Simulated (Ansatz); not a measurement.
```
Si O
1.0
     4.98338    0.00000    0.00000
     0.00000    4.98338    0.00000
     0.00000    0.00000    6.91954
Si O
4 8
Direct
  0.80206 0.80206 0.50000
  0.69794 0.30206 0.25000
  0.19794 0.19794 0.00000
  0.30206 0.69794 0.75000
  0.26169 0.39152 0.81891
  0.10848 0.76169 0.56891
  0.73831 0.60848 0.31891
  0.89152 0.23831 0.06891
  0.76169 0.10848 0.43109
  0.60848 0.73831 0.68109
  0.23831 0.89152 0.93109
  0.39152 0.26169 0.18109
```

Space group P4₃2₁2.

All numbers below come from DFT r2SCAN, scalar-relativistic, plane waves, PAW in Ansatz.

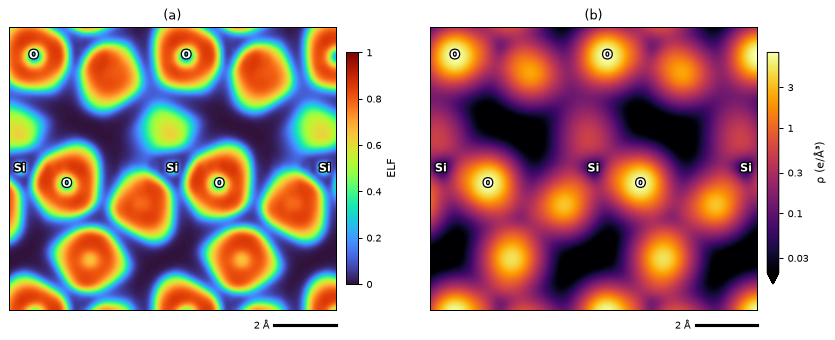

SiO₂. (a) ELF; (b) valence electron density on the (011) plane of the conventional cell.

**What does the map show?**

Atoms in the plane: Si and O.
Atoms just off the plane (Si, 0.4 Å away and O, 0.4 Å away) can leave unmarked features too.
Si–O (1.61 Å): ρ is about 1.3 e/Å³ halfway; the ELF peaks at about 0.85 between the atoms; a shared but strongly polarised pair.
Between the atoms the lowest density in this plane is 0.007 e/Å³.
The ELF also peaks beside O, away from the bonds: lone-pair regions.
